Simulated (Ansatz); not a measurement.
Au: geometry relaxation

- system: Au (slab, 2 atoms in the cell)
- method: DFT, LDA, PAW with Ansatz's default frozen-core files, scalar-relativistic, no spin polarisation (Ansatz 0.2.0)

It belongs to a series of runs on one base structure; here: atoms relaxed, PAW files. Figures and captions count atoms from 1; the log counts them from 0 in places.

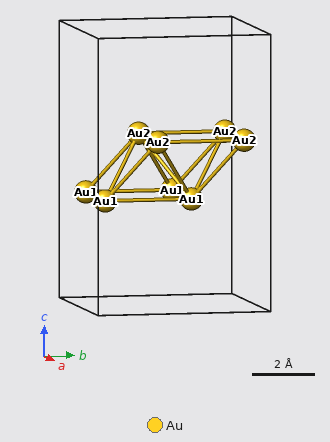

Fig. 1: The structure as given in the input (ball-and-stick view of the 2 × 2 repeat of the cell, with the vacuum cut short, seen slightly off an axis; atoms are numbered from 1 in the order of the input). Near neighbours in the crystal (not all of them lie inside the picture): Au has 8 Au at 2.86 Å.

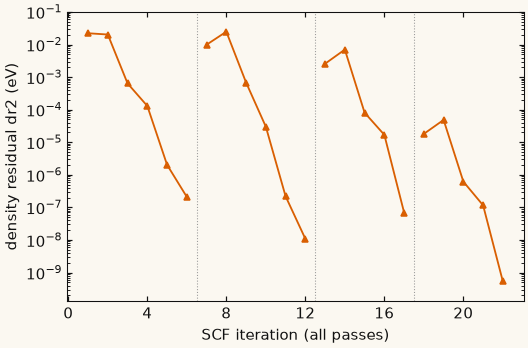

Fig. 2: Convergence of the self-consistent field: density residual dr2 against the SCF iteration. The dotted lines part the SCF passes of the relaxation: geometry steps, rejected trials and re-solves on a re-selected basis. The passes take 6, 6, 5 and 5 iterations.

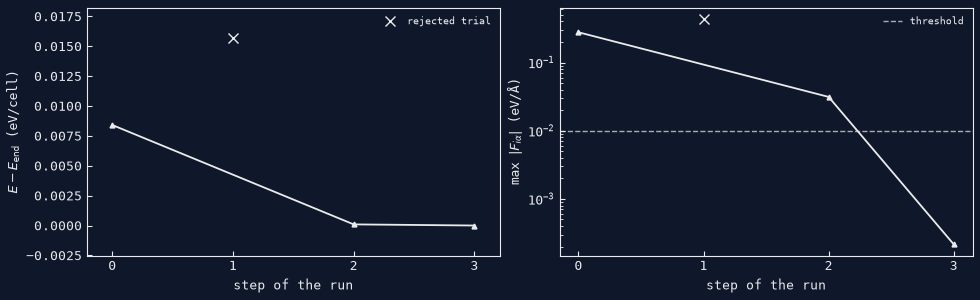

Fig. 3: Progress of the relaxation, step by step (the first geometry is step 0 here and step 1 in the log).

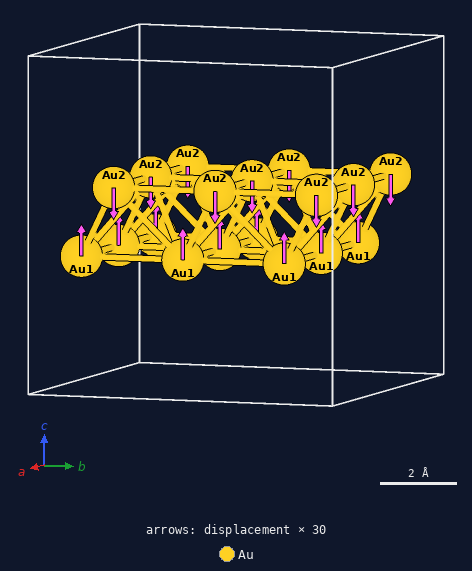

Fig. 4: The starting structure with the displacements as pink arrows, magnified 30 times (ball-and-stick view of the 3 × 3 repeat of the cell, with the vacuum cut short, seen slightly off an axis). Over 3 geometry steps the energy falls by 8.4 meV per cell of the calculation. Largest force component: 0.28 eV/Å at the start, 0.00022 eV/Å at the end. The line search rejected the trial step at point 1 (counted from 0) and went back. The largest moves, 0.029 Å, are those of Au1 and Au2. The cell doesn't change. Among the contacts that change: Au1–Au2 2.863 → 2.821 Å. (Atoms are counted from 1 in the order of the input.)

The input and output of the run follow.

## Input file
```yaml
crystal:
  lattice:
    - [2.8625268927, 0.0, 0.0]
    - [0.0, 2.8625268927, 0.0]
    - [0.0, 0.0, 18.0241]
  atoms:
    - { symbol: Au, position: [0.25, 0.25, 0.4438498406] }
    - { symbol: Au, position: [0.75, 0.75, 0.5561501594] }
kpoints:
  mp_grid: { grid: [14, 14, 1] }
scf:
  occupations: { method: fermi_dirac, width: 0.08 }
hamiltonian:
  xc: lda
  pseudopotentials: { kind: paw }
output:
  forces: true
  stress: true
  eigenvalues: true
relax:
  f_tol: 0.01
  max_steps: 40
efield:
  axis: 3
  amplitude: 0
  dipole_correction: true
```

Launch command:
```bash
ansatz run input.yaml --threads 1 --pin off --max-ram 3584MiB --backend cpu --events-out ev --progress --plain --runs-dir out
```

## Log
```
Warning: output.stress: scf.convergence.dr2_threshold = 1e-7 eV (the SCF's general default) is looser than the 2e-10 eV advised for a printed stress (1e-10 eV for each atom of the cell: 2). What an SCF threshold leaves in a stress goes as its square root, and in the free energy as the threshold itself, and one threshold admits the most on a small cell: of the crystals measured, under no hybrid functional and no lock of the moments, on runs that ended without the residual-converged pass, on stresses that held no estimate of that error, the worst erred by over 100 MPa in a component at 1e-7 eV an atom and by under 5 at 1e-10. Every solve of this run answers to scf.convergence.dr2_threshold, and the tensor of one is reported: a single SCF on the reported geometry and on this run's grids (its basis.xc_grid and basis.ecutrho_ratio typed), with scf.convergence.dr2_threshold at 2e-10 eV or tighter, prints it and tightens no other solve. Else set scf.convergence.dr2_threshold to 2e-10 eV or tighter. The threshold is an SCF's pass mark: one that does not reach it within its budget of iterations ends unconverged, or closes short of it on a stop that the run arms, and scf.convergence.dr2_threshold's page says what that costs each kind of run
Engine: ansatz 0.2.0, aarch64-unknown-linux-gnu
Pseudopotentials: kind: paw
Pseudopotential: Au, paw, valence charge 19, recommended cutoff 420 eV (normal), Au.paw.azcp
Functional definition: SPW92
  exchange = slater_x
  correlation = pw_c
Crystal: 2 atoms, lattice volume = 147.691 Å³
Basis set: ecut = 420 eV, 2881 PW (Γ)
Bands: 23, of which v1, the nominal top of the filled ones, is band 19 counted from 1 (18 counted from 0)
Symmetry: 8 space group operations
k-points: 36 of 196
Non-local potential: Au, projectors of the file, l = 0: 3, l = 1: 2, l = 2: 2, l = 3: 1
PAW form: soft (Blöchl's): semilocal exchange-correlation on the pseudo side does not see the compensation charge
PAW frozen core: Au, regenerated for the run's functional, and the local potential with it (the file was generated under x = pbe(κ = 0.804, μ = 0.2195149727645171), c = pbe(β = 0.06672455060314922))
PAW one-centre angular grid: Au, 590 points (default); XC on 64 Gauss nodes
Initial density: superposition of atomic densities (neutral atoms: chi_scale 0, normalization atom), corrected by the library's trained network
Initial wavefunctions: pseudopotential atomic-orbital guess
Functional: x = slater, c = lda
SCF iter   1: F=—  HF=-25728.472291 eV  |F-HF|=—  |Δ(HF+E_count)|=         —  Δρ=4.21e-3  dr2=2.22e-2  ethr=1.77e-3  p=0.000 e·Å  D=5.99e-14 V/Å  ΔV_dip=-0.00 eV  dr2_dipole=7.09e-9  V_vac-E_F(+/−)=5.63/5.63 eV  ⟨swp⟩=7.0  Hψ=4052  notcnv=0
efield: sawtooth ramp at fractional position 0.9500 (placed from the atoms, in the widest stretch of the axis that holds none; the zero of the levels goes with the place), width 0.1000; the density the first Hamiltonian is built on has a dipole p = 0.000 e·Å; the dipole correction subtracts the counter field D = 5.99e-14 V/Å, which shifts the + side's vacuum level by -0.00 eV against the − side's; the planar-averaged density in the ramp window peaks in size at 1.3e-5 e/Å³
preconditioner: auto → LDOS  [metal: Δε(μ)=0.035 eV  Ē_g=8.164 eV  σ=0.080 eV  W_gap=0.11  n_scr=12 (ndim 8)  ℏωp=14.3 eV  f_vac=0.682  D(μ)=0.70/eV (n_scr^D=4)  β→1.0]
SCF iter   2: F=—  HF=-25728.476740 eV  |F-HF|=—  |Δ(HF+E_count)|=   4.45e-3  Δρ=3.78e-3  dr2=2.03e-2  ethr=5.85e-5  p=0.000 e·Å  D=2.41e-5 V/Å  ΔV_dip=-0.00 eV  dr2_dipole=1.35e-8  V_vac-E_F(+/−)=5.77/5.77 eV  ⟨swp⟩=3.3  Hψ=2299  notcnv=0  defer=3
SCF iter   3: F=—  HF=-25728.470334 eV  |F-HF|=—  |Δ(HF+E_count)|=   6.41e-3  Δρ=6.06e-4  dr2=6.41e-4  ethr=5.34e-5  p=0.000 e·Å  D=2.03e-6 V/Å  ΔV_dip=-0.00 eV  dr2_dipole=1.06e-10  V_vac-E_F(+/−)=5.74/5.74 eV  ⟨swp⟩=2.7  Hψ=1627  notcnv=0  defer=3
SCF iter   4: F=—  HF=-25728.470213 eV  |F-HF|=—  |Δ(HF+E_count)|=   1.20e-4  Δρ=1.60e-4  dr2=1.30e-4  ethr=1.69e-6  p=-0.000 e·Å  D=-3.06e-7 V/Å  ΔV_dip=0.00 eV  dr2_dipole=1.10e-11  V_vac-E_F(+/−)=5.74/5.74 eV  ⟨swp⟩=2.2  Hψ=1297  notcnv=0  defer=3
iter 5 did not close the SCF: its close was put off for the readings that it lacked (scf_convergence_deferred on its scf_iter line)
SCF iter   5: F=-25728.470186 eV  HF=-25728.470185 eV  |F-HF|=1.17e-6  |Δ(HF+E_count)|=   2.80e-5  Δρ=4.73e-5  dr2=2.03e-6  ethr=3.42e-7  p=0.000 e·Å  D=3.49e-7 V/Å  ΔV_dip=-0.00 eV  dr2_dipole=2.10e-11  V_vac-E_F(+/−)=5.75/5.75 eV  ⟨swp⟩=2.0  Hψ=1205  notcnv=0  defer=3
SCF iter   6: F=-25728.470186 eV  HF=-25728.470187 eV  |F-HF|=1.25e-7  |Δ(HF+E_count)|=   1.40e-6  Δρ=9.82e-6  dr2=2.10e-7  ethr=5.34e-9  p=0.000 e·Å  D=4.12e-7 V/Å  ΔV_dip=-0.00 eV  dr2_dipole=2.30e-12  V_vac-E_F(+/−)=5.75/5.75 eV  ⟨swp⟩=6.1  Hψ=4272  notcnv=0
SCF 1 converged in 6 iterations: F = -25728.470186 eV  dr2 = 2.10e-7
  greatest PAW one-centre occupation: 1.002 electrons in one spin orbital (limit 2), on the Au atom at site 0 (counted from 0), in its partial waves of l = 0
relax step   1: F+E_penalty+E_count = -25728.47018640 eV  Δ(F+E_penalty+E_count) = +0.000e0 eV  max|allowed force component| = 2.780e-1 eV/Å  Δτ_max = 0.0000 Å  (6 SCF iters, dr2 threshold 2.50e-6 eV, accepted)
Initial density: handed on by an earlier stage of this run
Initial wavefunctions: those handed on with the density
iter 1 solved again at ethr=2.60e-5 eV; its pass at ethr=3.10e-3 eV (dr2=9.90e-3 eV) is discarded
SCF iter   1: F=—  HF=-25728.465320 eV  |F-HF|=—  |Δ(HF+E_count)|=         —  Δρ=2.96e-3  dr2=9.88e-3  ethr=2.60e-5  p=0.000 e·Å  D=4.12e-7 V/Å  ΔV_dip=-0.00 eV  dr2_dipole=4.02e-13  V_vac-E_F(+/−)=5.65/5.65 eV  ⟨swp⟩=2.1  Hψ=4046  notcnv=0  defer=2
efield: sawtooth ramp at fractional position 0.9500 (handed on by an earlier solve), width 0.1000; the density the first Hamiltonian is built on has a dipole p = 0.000 e·Å; the dipole correction subtracts the counter field D = 4.12e-7 V/Å, which shifts the + side's vacuum level by -0.00 eV against the − side's; the planar-averaged density in the ramp window peaks in size at 9.7e-6 e/Å³
preconditioner: auto → LDOS  [metal: Δε(μ)=0.145 eV  Ē_g=8.414 eV  σ=0.080 eV  W_gap=0.42  n_scr=12 (ndim 8)  ℏωp=14.3 eV  f_vac=0.688  D(μ)=0.68/eV (n_scr^D=4)  β→1.0]
SCF iter   2: F=—  HF=-25728.468683 eV  |F-HF|=—  |Δ(HF+E_count)|=   3.36e-3  Δρ=2.38e-3  dr2=2.48e-2  ethr=2.60e-5  p=-0.000 e·Å  D=-1.49e-7 V/Å  ΔV_dip=0.00 eV  dr2_dipole=1.25e-14  V_vac-E_F(+/−)=5.73/5.73 eV  ⟨swp⟩=3.3  Hψ=2029  notcnv=0  defer=2  recentre
SCF iter   3: F=—  HF=-25728.463055 eV  |F-HF|=—  |Δ(HF+E_count)|=   5.63e-3  Δρ=8.18e-4  dr2=6.82e-4  ethr=2.60e-5  p=0.000 e·Å  D=1.63e-7 V/Å  ΔV_dip=-0.00 eV  dr2_dipole=3.35e-13  V_vac-E_F(+/−)=5.67/5.67 eV  ⟨swp⟩=2.4  Hψ=1612  notcnv=0  defer=2
SCF iter   4: F=—  HF=-25728.462877 eV  |F-HF|=—  |Δ(HF+E_count)|=   1.78e-4  Δρ=1.32e-4  dr2=3.01e-5  ethr=1.79e-6  p=0.000 e·Å  D=1.53e-7 V/Å  ΔV_dip=-0.00 eV  dr2_dipole=2.78e-13  V_vac-E_F(+/−)=5.67/5.67 eV  ⟨swp⟩=2.2  Hψ=1373  notcnv=0  defer=2
iter 5 did not close the SCF: its close was put off until two iterations running show no level that it waits for move by more than its bar (scf_convergence_deferred on its scf_iter line)
SCF iter   5: F=-25728.462869 eV  HF=-25728.462868 eV  |F-HF|=6.48e-7  |Δ(HF+E_count)|=   9.33e-6  Δρ=1.51e-5  dr2=2.20e-7  ethr=1.27e-8  p=0.000 e·Å  D=3.85e-8 V/Å  ΔV_dip=-0.00 eV  dr2_dipole=1.41e-15  V_vac-E_F(+/−)=5.67/5.67 eV  ⟨swp⟩=10.0  Hψ=4553  notcnv=0
SCF iter   6: F=-25728.462869 eV  HF=-25728.462869 eV  |F-HF|=4.41e-8  |Δ(HF+E_count)|=   6.27e-7  Δρ=3.42e-6  dr2=1.09e-8  ethr=5.78e-10  p=0.000 e·Å  D=3.66e-9 V/Å  ΔV_dip=-0.00 eV  dr2_dipole=1.29e-15  V_vac-E_F(+/−)=5.67/5.67 eV  ⟨swp⟩=3.4  Hψ=3016  notcnv=0
SCF 2 converged in 6 iterations: F = -25728.462869 eV  dr2 = 1.09e-8
  greatest PAW one-centre occupation: 1.002 electrons in one spin orbital (limit 2), on the Au atom at site 1 (counted from 0), in its partial waves of l = 0
relax step   2: F+E_penalty+E_count = -25728.46286881 eV  Δ(F+E_penalty+E_count) = +7.318e-3 eV  max|allowed force component| = 4.382e-1 eV/Å  Δτ_max = 0.0666 Å  (6 SCF iters, dr2 threshold 4.83e-6 eV, rejected (line search))
SCF iter   1: F=—  HF=-25728.478895 eV  |F-HF|=—  |Δ(HF+E_count)|=         —  Δρ=1.47e-3  dr2=2.58e-3  ethr=6.91e-5  p=0.000 e·Å  D=3.66e-9 V/Å  ΔV_dip=-0.00 eV  dr2_dipole=1.65e-11  V_vac-E_F(+/−)=5.73/5.73 eV  ⟨swp⟩=4.4  Hψ=2855  notcnv=0  defer=2
efield: sawtooth ramp at fractional position 0.9500 (handed on by an earlier solve), width 0.1000; the density the first Hamiltonian is built on has a dipole p = 0.000 e·Å; the dipole correction subtracts the counter field D = 3.66e-9 V/Å, which shifts the + side's vacuum level by -0.00 eV against the − side's; the planar-averaged density in the ramp window peaks in size at 3.1e-6 e/Å³
preconditioner: auto → LDOS  [metal: Δε(μ)=0.084 eV  Ē_g=8.343 eV  σ=0.080 eV  W_gap=0.26  n_scr=12 (ndim 8)  ℏωp=14.3 eV  f_vac=0.684  D(μ)=0.70/eV (n_scr^D=4)  β→1.0]
SCF iter   2: F=—  HF=-25728.480099 eV  |F-HF|=—  |Δ(HF+E_count)|=   1.20e-3  Δρ=1.27e-3  dr2=7.01e-3  ethr=6.78e-6  p=-0.000 e·Å  D=-1.49e-6 V/Å  ΔV_dip=0.00 eV  dr2_dipole=3.20e-11  V_vac-E_F(+/−)=5.69/5.69 eV  ⟨swp⟩=3.4  Hψ=2228  notcnv=0  defer=2
SCF iter   3: F=—  HF=-25728.478524 eV  |F-HF|=—  |Δ(HF+E_count)|=   1.58e-3  Δρ=1.41e-4  dr2=8.09e-5  ethr=6.78e-6  p=-0.000 e·Å  D=-6.07e-7 V/Å  ΔV_dip=0.00 eV  dr2_dipole=5.32e-12  V_vac-E_F(+/−)=5.72/5.72 eV  ⟨swp⟩=2.5  Hψ=1583  notcnv=0  defer=2
SCF iter   4: F=—  HF=-25728.478510 eV  |F-HF|=—  |Δ(HF+E_count)|=   1.43e-5  Δρ=1.04e-4  dr2=1.69e-5  ethr=2.13e-7  p=-0.000 e·Å  D=-1.08e-7 V/Å  ΔV_dip=0.00 eV  dr2_dipole=2.81e-13  V_vac-E_F(+/−)=5.72/5.72 eV  ⟨swp⟩=2.8  Hψ=1566  notcnv=0  defer=2
SCF iter   5: F=-25728.478504 eV  HF=-25728.478504 eV  |F-HF|=2.11e-9  |Δ(HF+E_count)|=   5.24e-6  Δρ=6.57e-6  dr2=6.98e-8  ethr=2.63e-10  p=-0.000 e·Å  D=-1.27e-7 V/Å  ΔV_dip=0.00 eV  dr2_dipole=9.86e-16  V_vac-E_F(+/−)=5.72/5.72 eV  ⟨swp⟩=8.0  Hψ=5155  notcnv=0
SCF 3 converged in 5 iterations: F = -25728.478504 eV  dr2 = 6.98e-8
relax step   3: F+E_penalty+E_count = -25728.47850442 eV  Δ(F+E_penalty+E_count) = -8.318e-3 eV  max|allowed force component| = 3.133e-2 eV/Å  Δτ_max = 0.0323 Å  (5 SCF iters, accepted)
SCF iter   1: F=—  HF=-25728.478601 eV  |F-HF|=—  |Δ(HF+E_count)|=         —  Δρ=1.26e-4  dr2=1.81e-5  ethr=5.18e-7  p=-0.000 e·Å  D=-1.27e-7 V/Å  ΔV_dip=0.00 eV  dr2_dipole=5.97e-16  V_vac-E_F(+/−)=5.72/5.72 eV  ⟨swp⟩=3.2  Hψ=2380  notcnv=0  defer=3
efield: sawtooth ramp at fractional position 0.9500 (handed on by an earlier solve), width 0.1000; the density the first Hamiltonian is built on has a dipole p = -0.000 e·Å; the dipole correction subtracts the counter field D = -1.27e-7 V/Å, which shifts the + side's vacuum level by +0.00 eV against the − side's; the planar-averaged density in the ramp window peaks in size at 4.0e-6 e/Å³
preconditioner: auto → LDOS  [metal: Δε(μ)=0.064 eV  Ē_g=8.323 eV  σ=0.080 eV  W_gap=0.20  n_scr=12 (ndim 8)  ℏωp=14.3 eV  f_vac=0.684  D(μ)=0.71/eV (n_scr^D=4)  β→1.0]
SCF iter   2: F=—  HF=-25728.478608 eV  |F-HF|=—  |Δ(HF+E_count)|=   7.68e-6  Δρ=1.05e-4  dr2=4.86e-5  ethr=4.78e-8  p=-0.000 e·Å  D=-7.46e-8 V/Å  ΔV_dip=0.00 eV  dr2_dipole=6.20e-14  V_vac-E_F(+/−)=5.72/5.72 eV  ⟨swp⟩=3.6  Hψ=2233  notcnv=0  defer=3
SCF iter   3: F=—  HF=-25728.478598 eV  |F-HF|=—  |Δ(HF+E_count)|=   1.05e-5  Δρ=1.23e-5  dr2=6.19e-7  ethr=4.78e-8  p=-0.000 e·Å  D=-2.81e-8 V/Å  ΔV_dip=0.00 eV  dr2_dipole=2.81e-16  V_vac-E_F(+/−)=5.72/5.72 eV  ⟨swp⟩=2.5  Hψ=1503  notcnv=0  defer=3
SCF iter   4: F=—  HF=-25728.478598 eV  |F-HF|=—  |Δ(HF+E_count)|=   9.39e-8  Δρ=8.69e-6  dr2=1.16e-7  ethr=1.63e-9  p=-0.000 e·Å  D=-1.34e-8 V/Å  ΔV_dip=0.00 eV  dr2_dipole=7.94e-16  V_vac-E_F(+/−)=5.72/5.72 eV  ⟨swp⟩=2.8  Hψ=1599  notcnv=0  defer=3
SCF iter   5: F=-25728.478598 eV  HF=-25728.478598 eV  |F-HF|=7.28e-11  |Δ(HF+E_count)|=   3.69e-8  Δρ=6.43e-7  dr2=5.35e-10  ethr=2.63e-10  p=-0.000 e·Å  D=-1.11e-8 V/Å  ΔV_dip=0.00 eV  dr2_dipole=4.99e-16  V_vac-E_F(+/−)=5.72/5.72 eV  ⟨swp⟩=7.3  Hψ=3768  notcnv=0
SCF 4 converged in 5 iterations: F = -25728.478598 eV  dr2 = 5.35e-10
relax step   4: F+E_penalty+E_count = -25728.47859766 eV  Δ(F+E_penalty+E_count) = -9.325e-5 eV  max|allowed force component| = 2.158e-4 eV/Å  Δτ_max = 0.0030 Å  (5 SCF iters, accepted)
SCF converged after 5 iterations
Free energy (F): -25728.478598 eV
Harris-Foulkes:  -25728.478598 eV  (|F-HF|=7.28e-11)
Internal energy: -25728.464340 eV  (E = F + TS)
E sigma→0 (E₀):  -25728.471469 eV
Entropy (-TS):   -0.014258 eV (-7.129 meV/atom)
Fermi energy:    0.181554 eV
Dipole field:    D = 0.000000 V/Å  (p = 0.000000 e·Å, saw-weighted, corrected)
Work function:   Φ+ = 5.7198 eV   Φ− = 5.7198 eV
Levels:          The Fermi level and band energies are counted from a zero that moves with the ramp; work functions are not
--- Per-component energies (eV) ---
  E_band       = -1162.595947
  E_kinetic    = 1208.667367
  E_local      = -33953.371624  (includes V_loc(G=0)·N_el)
  E_nonlocal   = 163.582500
  E_hartree    = 16350.362675
  E_xc         = -450.647585
  E_vxc        = -546.387761  (∫ρ·V_xc dr)
  E_paw        = -18847.725902  (= ΣΔE_a)
  E_vpaw       = -735.814437  (= ΣTr[D̂ρ^β])
  E_aug_tail   = 0.002678  (compensation charges beyond the density's cutoff)
  E_efield     = 0.000000  (sawtooth field / dipole correction)
  E_vefield    = 0.000000  (∫n·V_field dr)
  E_ewald      = 9799.620116
  E_core_change = 1.045435  (= ΣΔE_core)
  E_smearing   = -0.014258  (= −TS)
  E_closure    = 0.000000  (closes the sum)
  Σ components = -25728.478598   (vs F -25728.478598, Δ=0.00e0)
--- Forces (eV/Å), atoms counted from 1 ---
  atom   1  Au     0.00000000     0.00000000     0.00021583
  atom   2  Au     0.00000000     0.00000000    -0.00021577
  max |Σ_I F_I| component: 6.27e-8 eV/Å
--- Stress (GPa, compression-positive) ---
       -3.506126       0.000000       0.000000
        0.000000      -3.506126       0.000000
        0.000000       0.000000      -0.001062
  P = ⅓ Tr σ = -2.3378 GPa (-23.378 kbar)
--- Band table (eV; the first three rows and the last of 36) ---
  k-point 0: bands = ["-104.7136", "-104.7023", "-56.0583", "-56.0262", "-56.0262", "-55.9680", "-55.9680", "-55.9237", "-7.7934", "-5.8878", "-5.6279", "-4.3747", "-3.1752", "-3.1752", "-2.7347", "-2.0049", "-1.5364", "-1.3811", "-1.3811", "-1.2704", "1.9356", "5.6845", "5.8184"]
  k-point 1: bands = ["-104.7132", "-104.7022", "-56.0582", "-56.0334", "-56.0250", "-55.9730", "-55.9682", "-55.9233", "-7.6812", "-5.8044", "-5.5591", "-4.3194", "-3.2875", "-3.1686", "-2.7343", "-2.1082", "-1.5388", "-1.3910", "-1.3385", "-1.3244", "2.1816", "5.7695", "5.9171"]
  k-point 2: bands = ["-104.7122", "-104.7020", "-56.0599", "-56.0526", "-56.0215", "-55.9848", "-55.9690", "-55.9232", "-7.3663", "-5.6755", "-5.2619", "-4.1519", "-3.5201", "-3.1555", "-2.7454", "-2.3444", "-1.8655", "-1.4608", "-1.2726", "-1.0342", "2.7934", "6.0217", "6.2116"]
  k-point 35: bands = ["-104.6989", "-104.6989", "-56.1558", "-56.1558", "-56.0708", "-56.0708", "-55.9691", "-55.9691", "-5.4683", "-5.4683", "-5.1283", "-5.1283", "-2.2419", "-2.2419", "-1.7783", "-1.7783", "-0.6851", "-0.6851", "3.8313", "3.8313", "6.2978", "6.2978", "8.4229"]
--- Relaxed structure (4 steps of the walk, 3 accepted, 0 SCFs on fresh bases) ---
  F+E_penalty+E_count = -25728.47859766 eV   max|allowed force component| = 2.158e-4 eV/Å
  atoms:
    - { symbol: Au, position: [0.25, 0.25, 0.4454743263216405] }
    - { symbol: Au, position: [0.7500000000000001, 0.7500000000000001, 0.5545256736783595] }
```

## Trajectory as extended XYZ (Å, eV, eV/Å), 4 frames, from step=1 to step=4
```
2
Lattice="2.8625 0.0000 0.0000 0.0000 2.8625 0.0000 0.0000 0.0000 18.0241" Properties=species:S:1:pos:R:3:forces:R:3 step=1 energy=-25728.47019
Au    0.7156    0.7156    8.0000    0.0000   0.0000   0.2780
Au    2.1469    2.1469   10.0241    0.0000   0.0000  -0.2780
2
Lattice="2.8625 0.0000 0.0000 0.0000 2.8625 0.0000 0.0000 0.0000 18.0241" Properties=species:S:1:pos:R:3:forces:R:3 step=2 energy=-25728.46287 accepted=F
Au    0.7156    0.7156    8.0666    0.0000   0.0000  -0.4382
Au    2.1469    2.1469    9.9575    0.0000   0.0000   0.4382
2
Lattice="2.8625 0.0000 0.0000 0.0000 2.8625 0.0000 0.0000 0.0000 18.0241" Properties=species:S:1:pos:R:3:forces:R:3 step=3 energy=-25728.47850
Au    0.7156    0.7156    8.0323    0.0000   0.0000  -0.0313
Au    2.1469    2.1469    9.9918    0.0000   0.0000   0.0313
2
Lattice="2.8625 0.0000 0.0000 0.0000 2.8625 0.0000 0.0000 0.0000 18.0241" Properties=species:S:1:pos:R:3:forces:R:3 step=4 energy=-25728.47860
Au    0.7156    0.7156    8.0293    0.0000   0.0000   0.0002
Au    2.1469    2.1469    9.9948    0.0000   0.0000  -0.0002
```

## Key numbers

- outcome: converged
- electrons treated: 38
- free energy: −25728.4786 eV
- Fermi energy: 0.182 eV
- final volume: 147.69 Å³
- largest force (length of the vector) at the end: under 0.001 eV/Å
- hardware: 1 thread of Arm Neoverse V2, 24 GiB of memory available, shared host
- wall time: 36 s
- peak memory: 0.37 GiB

## Remarks

The program warns: the SCF threshold is looser than advised for the printed stress. Spin–orbit coupling is left out, which matters for Au.
